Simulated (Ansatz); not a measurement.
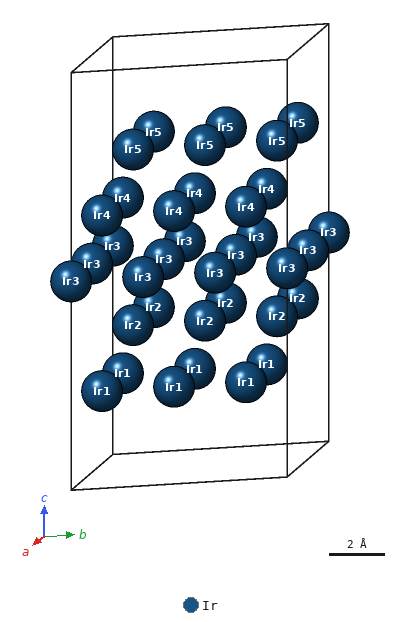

**Figure 1.** The structure (spheres-only view of the 2 × 3 repeat of the cell, with the vacuum cut short, seen slightly off an axis; atoms are numbered from 1 in the order of the input). An atom can appear more than once, as a periodic image.

**Ir: single-point calculation**

The run: single-point calculation of Ir (slab, 5 atoms in the cell). Method and program: DFT PBE, scalar-relativistic, plane waves, PAW, no spin polarisation (Ansatz 0.2.0).

The structure derives from an entry of the Crystallography Open Database. It belongs to a series of runs on one base structure; here: vacuum without dipole correction: 15. Figures and captions count atoms from 1; the log counts them from 0 in places.

Input file:
```yaml
crystal:
  lattice:
    - [2.7369678024, 0.0, 0.0]
    - [-1.3684839012, 2.3702836462, 0.0]
    - [0.0, 0.0, 23.9388994111]
  atoms:
    - { symbol: Ir, position: [0.6666666667, 0.3333333333, 0.3132976112] }
    - { symbol: Ir, position: [0.3333333333, 0.6666666667, 0.4066488056] }
    - { symbol: Ir, position: [0.0, 0.0, 0.5] }
    - { symbol: Ir, position: [0.6666666667, 0.3333333333, 0.5933511944] }
    - { symbol: Ir, position: [0.3333333333, 0.6666666667, 0.6867023888] }
basis:
  ecutwfc: 420
kpoints:
  mp_grid: { grid: [15, 15, 1] }
hamiltonian:
  xc: pbe
scf:
  occupations: { method: gaussian, width: 0.1 }
output:
  forces: true
  stress: true
  eigenvalues: true
```

Machine: 1 thread of Intel Xeon (Sapphire Rapids), 192 GiB of memory available, shared host.

Run as:
```bash
ansatz run input.yaml --threads 1 --pin off --max-ram 2560MiB --backend cpu --events-out ev --progress --plain --runs-dir out
```

What the program printed:
```
Engine: ansatz 0.2.0, x86_64-unknown-linux-gnu
Pseudopotentials: kind: paw
Pseudopotential: Ir, paw, valence charge 17, recommended cutoff 420 eV (normal), Ir.paw.azcp
Functional definition: PBE
  parameter kappa = 0.804
  parameter beta = 0.06672455060314922
  exchange = pbe_x(kappa = kappa, mu = beta*pi^2/3)
  correlation = pbe_c(beta = beta)
Crystal: 5 atoms, lattice volume = 155.301 Å³
Basis set: ecut = 420 eV, 3039 PW (Γ), exchange–correlation on 40×40×324 points (8 copies of the dense FFT grid, shifted against one another)
Bands: 51, of which v1, the nominal top of the filled ones, is band 43 counted from 1 (42 counted from 0)
Symmetry: 12 space group operations
Space group: P-3m1 (ITA 164), of the structure as read, at distance tolerance 5.4e-5 Å
k-points: 27 of 225
Non-local potential: Ir, projectors of the file, l = 0: 3, l = 1: 2, l = 2: 2, l = 3: 1
PAW form: soft (Blöchl's): semilocal exchange-correlation on the pseudo side does not see the compensation charge
PAW one-centre angular grid: Ir, 590 points (default); XC on 64 Gauss nodes
Initial density: superposition of atomic densities (neutral atoms: chi_scale 0, normalization atom), corrected by the library's trained network
Initial wavefunctions: pseudopotential atomic-orbital guess
Functional: x = pbe(κ = 0.804, μ = 0.2195149727645171), c = pbe(β = 0.06672455060314922)
SCF iter   1: F=—  HF=-59674.715078 eV  |F-HF|=—  |Δ(HF+E_count)|=         —  Δρ=9.81e-3  dr2=1.66e0  ethr=1.77e-3  ⟨swp⟩=8.2  Hψ=5978  notcnv=0  defer=4
preconditioner: auto → LDOS  [metal: Δε(μ)=0.008 eV  Ē_g=6.116 eV  σ=0.100 eV  W_gap=0.05  n_scr=18 (ndim 8)  ℏωp=20.0 eV  f_vac=0.481  D(μ)=4.99/eV (n_scr^D=18)  β→1.0]
SCF iter   2: F=—  HF=-59674.702804 eV  |F-HF|=—  |Δ(HF+E_count)|=   1.23e-2  Δρ=6.76e-3  dr2=4.08e-1  ethr=1.77e-3  ⟨swp⟩=1.3  Hψ=1604  notcnv=0  defer=13
SCF iter   3: F=—  HF=-59674.688974 eV  |F-HF|=—  |Δ(HF+E_count)|=   1.38e-2  Δρ=9.90e-4  dr2=5.43e-3  ethr=4.81e-4  ⟨swp⟩=1.2  Hψ=1423  notcnv=0  defer=28
SCF iter   4: F=—  HF=-59674.688355 eV  |F-HF|=—  |Δ(HF+E_count)|=   6.18e-4  Δρ=2.19e-4  dr2=4.09e-4  ethr=6.39e-6  ⟨swp⟩=2.2  Hψ=2037  notcnv=0  defer=28
SCF iter   5: F=—  HF=-59674.688366 eV  |F-HF|=—  |Δ(HF+E_count)|=   1.06e-5  Δρ=7.14e-5  dr2=7.39e-6  ethr=4.81e-7  ⟨swp⟩=2.2  Hψ=1821  notcnv=0  defer=28
SCF iter   6: F=—  HF=-59674.688346 eV  |F-HF|=—  |Δ(HF+E_count)|=   2.01e-5  Δρ=2.64e-5  dr2=5.27e-6  ethr=8.69e-9  ⟨swp⟩=2.7  Hψ=2721  notcnv=0  defer=27
SCF iter   7: F=—  HF=-59674.688345 eV  |F-HF|=—  |Δ(HF+E_count)|=   6.06e-7  Δρ=1.34e-5  dr2=5.81e-7  ethr=6.19e-9  ⟨swp⟩=2.3  Hψ=2108  notcnv=0  defer=24
SCF iter   8: F=-59674.688345 eV  HF=-59674.688345 eV  |F-HF|=4.31e-8  |Δ(HF+E_count)|=   7.34e-8  Δρ=6.14e-6  dr2=8.74e-8  ethr=1.18e-10  ⟨swp⟩=12.1  Hψ=6779  notcnv=0
SCF 1 converged in 8 iterations: F = -59674.688345 eV  dr2 = 8.74e-8
  greatest PAW one-centre occupation: 1.000 electrons in one spin orbital (limit 2), on the Ir atom at site 2 (counted from 0), in its partial waves of l = 0
SCF converged after 8 iterations
Free energy (F): -59674.688345 eV
Harris-Foulkes:  -59674.688345 eV  (|F-HF|=4.31e-8)
Internal energy: -59674.661329 eV  (E = F + TS)
E sigma→0 (E₀):  -59674.674837 eV
Entropy (-TS):   -0.027016 eV (-5.403 meV/atom)
Fermi energy:    8.687083 eV
--- Per-component energies (eV) ---
  E_band       = -1833.361683
  E_kinetic    = 3104.812814
  E_local      = -122429.451709  (includes V_loc(G=0)·N_el)
  E_nonlocal   = 363.958173
  E_hartree    = 59889.862827
  E_xc         = -1334.869972
  E_vxc        = -1493.653187  (∫ρ·V_xc dr)
  E_paw        = -46116.549309  (= ΣΔE_a)
  E_vpaw       = -1158.830335  (= ΣTr[D̂ρ^β])
  E_aug_tail   = 0.000275  (compensation charges beyond the density's cutoff)
  E_ewald      = 46847.575572
  E_smearing   = -0.027016  (= −TS)
  E_closure    = -0.000000  (closes the sum)
  Σ components = -59674.688345   (vs F -59674.688345, Δ=0.00e0)
--- Forces (eV/Å), atoms counted from 1 ---
  atom   1  Ir     0.00000000    -0.00000000     0.47907538
  atom   2  Ir    -0.00000000    -0.00000000    -0.34254336
  atom   3  Ir     0.00000000     0.00000000     0.00000000
  atom   4  Ir     0.00000000     0.00000000     0.34254336
  atom   5  Ir     0.00000000     0.00000000    -0.47907538
  max |Σ_I F_I| component: 5.55e-17 eV/Å
--- Stress (GPa, compression-positive) ---
       -4.757558       0.000000      -0.000000
       -0.000000      -4.757558       0.000000
        0.000000       0.000000      -2.838518
  P = ⅓ Tr σ = -4.1179 GPa (-41.179 kbar)
--- Band table (eV; the first three rows and the last of 27) ---
  k-point 0: bands = ["-84.1010", "-84.0901", "-84.0505", "-83.5354", "-83.5354", "-41.2512", "-41.0195", "-40.7599", "-40.7013", "-40.7013", "-40.6825", "-40.6825", "-40.6132", "-40.6132", "-40.2685", "-40.2614", "-40.1576", "-40.1576", "-40.1576", "-40.1576", "-1.7360", "-0.6885", "0.4927", "1.1111", "1.1767", "4.7266", "4.8097", "4.9898", "4.9898", "5.1584", "5.1584", "5.2342", "5.2569", "5.2569", "5.8257", "5.8257", "5.8763", "5.8763", "6.1587", "7.5381", "7.5381", "7.6843", "7.6843", "8.2553", "8.2553", "8.2813", "8.8698", "9.0202", "9.0202", "9.4826", "9.4826"]
  k-point 1: bands = ["-84.0989", "-84.0884", "-84.0491", "-83.5337", "-83.5337", "-41.2433", "-41.0176", "-40.7716", "-40.7246", "-40.7084", "-40.6964", "-40.6885", "-40.6370", "-40.6181", "-40.2660", "-40.2600", "-40.1812", "-40.1811", "-40.1634", "-40.1634", "-1.5665", "-0.5235", "0.6603", "1.2751", "1.3475", "4.5641", "4.6391", "4.8634", "5.1210", "5.1475", "5.1684", "5.2546", "5.2844", "5.3928", "5.7324", "5.8006", "5.9354", "6.0077", "6.0133", "7.3234", "7.3597", "7.7132", "7.7512", "7.7786", "8.0947", "8.2623", "8.6198", "9.0255", "9.4957", "9.6695", "10.4112"]
  k-point 2: bands = ["-84.0932", "-84.0836", "-84.0453", "-83.5290", "-83.5290", "-41.2212", "-41.0144", "-40.8226", "-40.7880", "-40.7280", "-40.7206", "-40.7054", "-40.7000", "-40.6318", "-40.2618", "-40.2596", "-40.2453", "-40.2433", "-40.1796", "-40.1796", "-1.0811", "-0.0603", "1.1213", "1.7242", "1.8195", "4.1149", "4.3583", "4.5304", "4.8258", "5.0313", "5.2624", "5.4559", "5.5435", "5.5640", "5.6933", "5.7878", "5.8184", "6.2085", "6.3887", "6.8563", "7.1686", "7.2269", "7.3579", "7.7488", "8.0264", "8.2788", "9.0348", "9.1801", "9.5300", "10.6097", "11.6754"]
  k-point 26: bands = ["-84.0457", "-84.0457", "-84.0175", "-83.4919", "-83.4919", "-41.1560", "-41.1261", "-41.1261", "-41.0737", "-41.0376", "-41.0376", "-40.8532", "-40.8532", "-40.8221", "-40.5366", "-40.5359", "-40.5134", "-40.5134", "-40.2209", "-40.2209", "2.7379", "2.7940", "2.7940", "3.3949", "3.3949", "3.4163", "3.6578", "3.9371", "3.9371", "4.6954", "5.0189", "5.0189", "5.8203", "5.8638", "5.8755", "5.8755", "6.9853", "6.9853", "7.3084", "7.5386", "8.7017", "8.7017", "9.1060", "9.1941", "9.1941", "14.0005", "14.0005", "14.1808", "14.8795", "14.8795", "15.8576"]
```

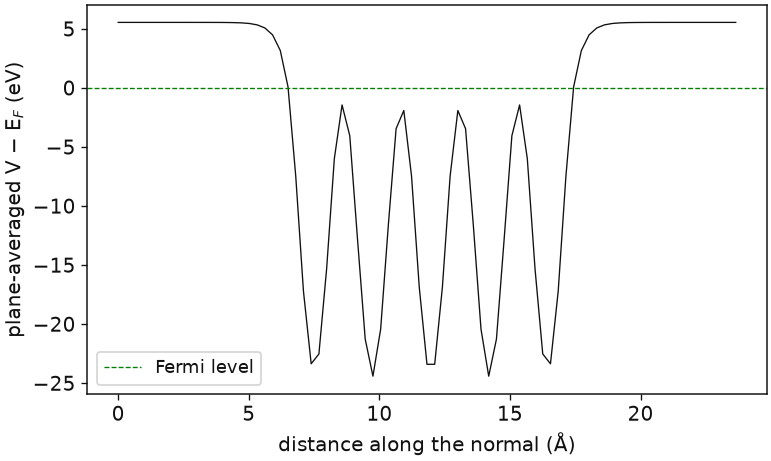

**Figure 2.** Plane average of the electrostatic potential energy of an electron across the cell, from the Fermi level.

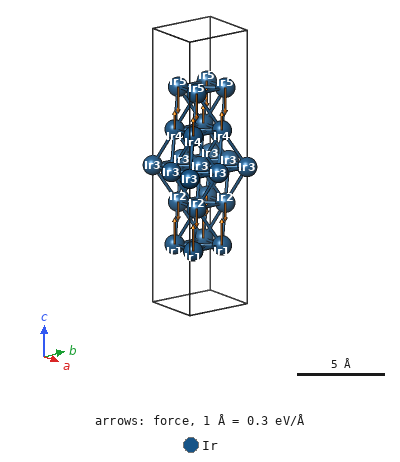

**Figure 3.** Forces on the atoms as orange arrows (ball-and-stick view of the 2 × 2 repeat of the cell, with the vacuum cut short, seen slightly off an axis; atoms are numbered from 1 in the order of the input). The largest act on Ir1, Ir5 (0.48 eV/Å); Ir2, Ir4 (0.34 eV/Å). The geometry is not a stationary point of this energy.

Results in brief:

| quantity | value |
| --- | --- |
| outcome | converged |
| electrons treated | 85 |
| free energy | −59674.6883 eV |
| Fermi energy | 8.687 eV |
| gap on the k-point mesh | none (metallic) |
| largest force (length of the vector) | 0.479 eV/Å |
| wall time | 8.7 s |
| peak memory | 0.53 GiB |

Notes:

Spin–orbit coupling is left out, which matters for Ir.
